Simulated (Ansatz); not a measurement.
# AlN: 7 runs along one coordinate

System: AlN (Pna2₁, 8 atoms in the cell).
Method: DFT r2SCAN, scalar-relativistic, plane waves, PAW, no spin polarisation (Ansatz 0.2.0).

The 7 runs differ only in the geometry, by a shift of atoms along one path in a fixed cell. The shift s is measured from run 4: Al1 moves along the Cartesian direction (−1.00, 0.00, 0.00), and Al2, Al3, Al4, N5, N6, N7 and N8 with it in fixed proportion. The structure derives from an entry of the Crystallography Open Database.

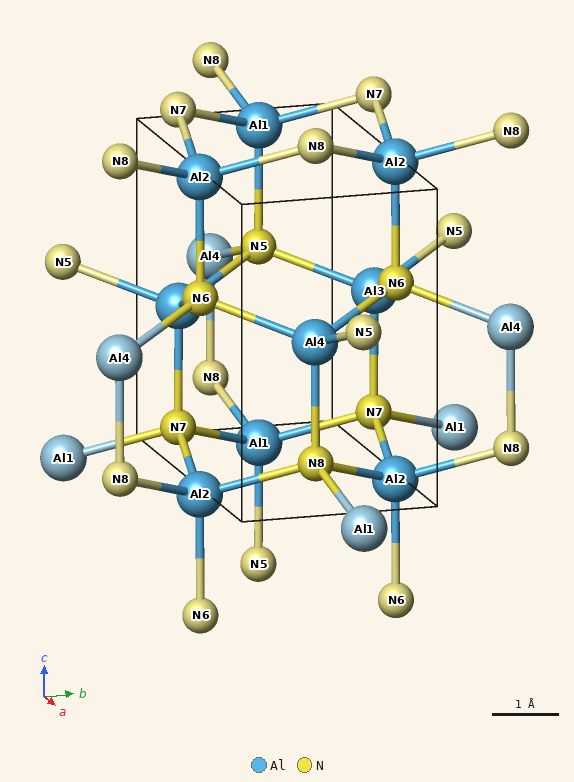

Figure 1. The structure of run 4 (ball-and-stick view of the cell of the calculation, set on other vectors, seen slightly off an axis; neighbours outside the cell are drawn fainter; atoms are numbered from 1 in the order of the input). An atom can appear more than once, as a periodic image.

## Input of run 4
```yaml
crystal:
  lattice:
    - [-3.1066653462, 0.0, 0.0]
    - [0.0, 0.0, -4.9784048411]
    - [0.0, -5.3809022217, 0.0]
  atoms:
    - { symbol: Al, position: [0.5362124617, 0.998307098, 0.1666666667] }
    - { symbol: Al, position: [-0.0362124617, 0.998307098, 0.6666666667] }
    - { symbol: Al, position: [0.0362124617, 0.498307098, 0.3333333333] }
    - { symbol: Al, position: [0.4637875383, 0.498307098, 0.8333333333] }
    - { symbol: "N", position: [0.5325833269, 0.616692902, 0.1666666667] }
    - { symbol: "N", position: [-0.0325833269, 0.616692902, 0.6666666667] }
    - { symbol: "N", position: [0.0325833269, 0.116692902, 0.3333333333] }
    - { symbol: "N", position: [0.4674166731, 0.116692902, 0.8333333333] }
basis:
  ecutwfc: 500
kpoints:
  mp_grid: { grid: [8, 6, 4] }
hamiltonian:
  xc: r2scan
scf:
  occupations: { method: gaussian, width: 0.05 }
output:
  forces: true
  stress: true
  eigenvalues: true
```

Command:
```bash
ansatz run input.yaml --threads 2 --pin off --max-ram 5120MiB --backend cpu --events-out ev --progress --plain --runs-dir out
```

Lattice vectors (Å) and fractional positions of run 4:
```
  -3.106665    0.000000    0.000000
   0.000000    0.000000   -4.978405
   0.000000   -5.380902    0.000000
Al  0.536212  0.998307  0.166667
Al -0.036212  0.998307  0.666667
Al  0.036212  0.498307  0.333333
Al  0.463788  0.498307  0.833333
N   0.532583  0.616693  0.166667
N  -0.032583  0.616693  0.666667
N   0.032583  0.116693  0.333333
N   0.467417  0.116693  0.833333
```

Run 2 differs from it as follows:
```diff
-    - { symbol: Al, position: [0.5362124617, 0.998307098, 0.1666666667] }
-    - { symbol: Al, position: [-0.0362124617, 0.998307098, 0.6666666667] }
-    - { symbol: Al, position: [0.0362124617, 0.498307098, 0.3333333333] }
-    - { symbol: Al, position: [0.4637875383, 0.498307098, 0.8333333333] }
-    - { symbol: "N", position: [0.5325833269, 0.616692902, 0.1666666667] }
-    - { symbol: "N", position: [-0.0325833269, 0.616692902, 0.6666666667] }
-    - { symbol: "N", position: [0.0325833269, 0.116692902, 0.3333333333] }
-    - { symbol: "N", position: [0.4674166731, 0.116692902, 0.8333333333] }
+    - { symbol: Al, position: [0.4517167177, 0.998307098, 0.1666666667] }
+    - { symbol: Al, position: [0.0482832823, 0.998307098, 0.6666666667] }
+    - { symbol: Al, position: [-0.0482832823, 0.498307098, 0.3333333333] }
+    - { symbol: Al, position: [0.5482832823, 0.498307098, 0.8333333333] }
+    - { symbol: "N", position: [0.4565555641, 0.616692902, 0.1666666667] }
+    - { symbol: "N", position: [0.0434444359, 0.616692902, 0.6666666667] }
+    - { symbol: "N", position: [-0.0434444359, 0.116692902, 0.3333333333] }
+    - { symbol: "N", position: [0.5434444359, 0.116692902, 0.8333333333] }
```

## Results, with one run withheld

| run | shift s of Al1 (Å) | free energy per atom, from the lowest run given (meV) | pressure (GPa) | gap on the mesh (eV) | force along the path (eV/Å) |
| --- | --- | --- | --- | --- | --- |
| 1 | −0.4125 | 163.41 | −2.56 | 4.21 | 9.097 |
| 2 | −0.2625 | ? | ? | ? | ? |
| 3 | −0.0375 | 0.00 | −0.19 | 4.85 | −2.343 |
| 4 | 0.0000 | 13.73 | −0.43 | 4.81 | −3.517 |
| 5 | 0.0750 | 57.68 | −1.14 | 4.69 | −5.852 |
| 6 | 0.1125 | 87.79 | −1.58 | 4.57 | −6.988 |
| 7 | 0.1500 | 123.12 | −2.06 | 4.40 | −8.079 |

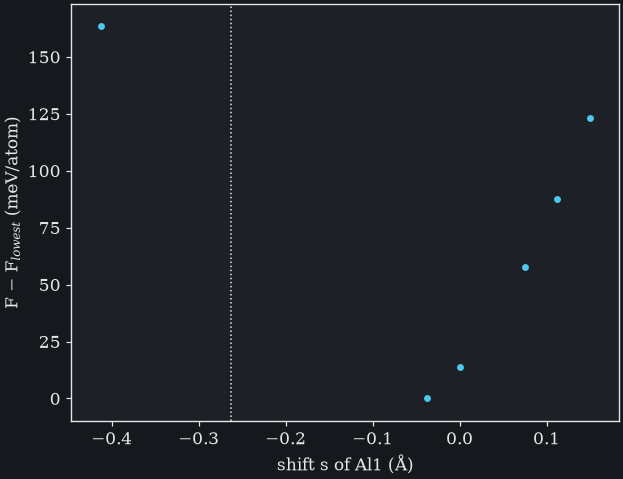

Figure 2. Free energy per atom of the runs given; the dotted line marks run 2.

What should run 2 give?

A cubic polynomial in the coordinate, fitted to the 6 runs given, misses them by at most 0.06 meV per atom. With x = s + 0.0187, it reads F = 6.2139 + 368.91 x + 1930.6 x² − 50.5 x³ (meV per atom). At run 2 it gives 31.76 meV per atom, and the run itself gives 32.97. The slope of the fit gives a force −dF/ds of 4.652 eV/Å along the path (summed over the atoms that move), and the printed forces give 4.690 eV/Å. The fit has its minimum at s = −0.1139 Å. The miss comes from the order of the polynomial or from scatter in that run; these data can't tell which. The gap on the mesh lies between 4.21 eV (run 1) and 4.85 eV (run 3); run 2 has 4.76 eV. These are gaps of this functional on this mesh, which can miss the band edges; they aren't the measured gap.

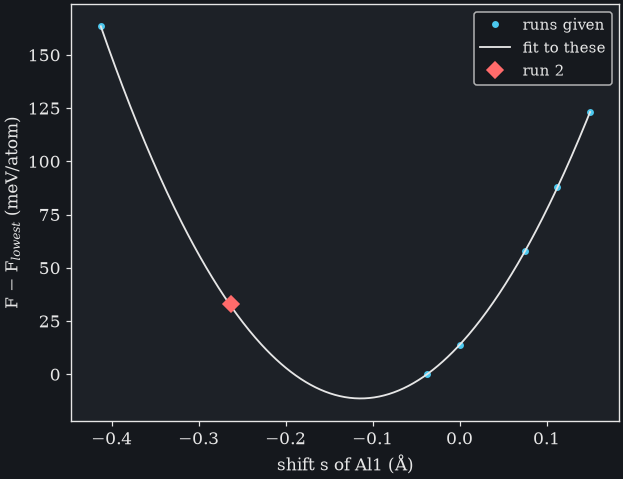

Figure 3. The fit and the withheld run.

## Output, shortened to warnings, some set-up lines, iterations and results (run 2)
```
Basis set: ecut = 500 eV, 2159 PW (Γ), exchange–correlation on 96×160×160 points (64 copies of the dense FFT grid, shifted against one another)
Symmetry: 4 space group operations
k-points: 60 of 192 (time reversal used)
Initial density: superposition of atomic densities (neutral atoms: chi_scale 0, normalization atom), corrected by the library's trained network
[...]
SCF iter   1: F=—  HF=-3713.305519 eV  |F-HF|=—  |Δ(HF+E_count)|=         —  Δρ=6.65e-3  dr2=3.63e-2  dr2_τ=6.16e-1  ethr=1.77e-3  ⟨swp⟩=6.8  Hψ=8401  notcnv=0  defer=7
SCF iter   2: F=—  HF=-3713.589774 eV  |F-HF|=—  |Δ(HF+E_count)|=   2.84e-1  Δρ=4.50e-3  dr2=7.59e-3  dr2_τ=6.07e-4  ethr=1.14e-4  ⟨swp⟩=2.9  Hψ=3350  notcnv=0  defer=203
SCF iter   3: F=—  HF=-3713.589190 eV  |F-HF|=—  |Δ(HF+E_count)|=   5.84e-4  Δρ=7.28e-4  dr2=3.13e-4  dr2_τ=1.23e-4  ethr=2.37e-5  ⟨swp⟩=1.1  Hψ=1247  notcnv=0  defer=143
SCF iter   4: F=—  HF=-3713.589163 eV  |F-HF|=—  |Δ(HF+E_count)|=   2.61e-5  Δρ=1.94e-4  dr2=3.33e-5  dr2_τ=1.97e-6  ethr=9.79e-7  ⟨swp⟩=2.0  Hψ=2116  notcnv=0  defer=143
SCF iter   5: F=—  HF=-3713.589154 eV  |F-HF|=—  |Δ(HF+E_count)|=   9.62e-6  Δρ=4.07e-5  dr2=1.58e-6  dr2_τ=1.75e-7  ethr=1.04e-7  ⟨swp⟩=2.0  Hψ=2156  notcnv=0  defer=143
SCF iter   6: F=—  HF=-3713.589154 eV  |F-HF|=—  |Δ(HF+E_count)|=   1.33e-7  Δρ=1.90e-5  dr2=3.58e-7  dr2_τ=7.67e-9  ethr=4.93e-9  ⟨swp⟩=2.0  Hψ=2153  notcnv=0  defer=143
SCF iter   7: F=-3713.589154 eV  HF=-3713.589154 eV  |F-HF|=1.60e-8  |Δ(HF+E_count)|=   2.94e-8  Δρ=5.58e-6  dr2=3.06e-8  dr2_τ=7.87e-10  ethr=3.13e-10  ⟨swp⟩=9.3  Hψ=5893  …
SCF 1 converged in 7 iterations: F = -3713.589154 eV  dr2 = 3.06e-8
SCF converged after 7 iterations
Free energy (F): -3713.589154 eV
Harris-Foulkes:  -3713.589154 eV  (|F-HF|=1.60e-8)
Internal energy: -3713.589154 eV  (E = F + TS)
E sigma→0 (E₀):  -3713.589154 eV
Fermi energy:    9.331861 eV
--- Per-component energies (eV) ---
  E_band       = 47.438671
  E_kinetic    = 641.774329
  E_local      = -893.250859  (includes V_loc(G=0)·N_el)
  E_nonlocal   = 216.898537
  E_hartree    = 313.464391
  E_xc         = -395.369043
  E_vxc        = -476.610141  (∫ρ·V_xc dr)
  E_paw        = -2409.671801  (= ΣΔE_a)
  E_vpaw       = -93.890466  (= ΣTr[D̂ρ^β])
  E_aug_tail   = 0.000080  (compensation charges beyond the density's cutoff)
  E_vtau       = 25.593976  (kinetic-family band-sum trace: ∫τ·v_τ [+ j·A + Jᵃ·Aᵃ] dr)
  E_ewald      = -1187.076098
  E_core_change = -0.358691  (= ΣΔE_core)
  E_smearing   = -0.000000  (= −TS)
  E_closure    = -0.000000  (closes the sum)
  Σ components = -3713.589154   (vs F -3713.589154, Δ=0.00e0)
--- Forces (eV/Å), atoms counted from 1 ---
  atom   1  Al    -0.81621469     0.17239643    -0.03245197
  atom   2  Al     0.81621469     0.17239643    -0.03245197
  atom   3  Al    -0.81621469    -0.17239643    -0.03245197
  atom   4  Al     0.81621469    -0.17239643    -0.03245197
  atom   5  N     -0.39586387     0.19323280     0.03262910
  atom   6  N      0.39586387     0.19323280     0.03262910
  atom   7  N     -0.39586387    -0.19323280     0.03262910
  atom   8  N      0.39586387    -0.19323280     0.03262910
  max |Σ_I F_I| component: 7.09e-4 eV/Å
--- Stress (GPa, compression-positive) ---
       -2.069837       0.000000       0.000000
        0.000000       0.649570       0.000000
        0.000000       0.000000      -0.825402
  P = ⅓ Tr σ = -0.7486 GPa (-7.486 kbar)
```
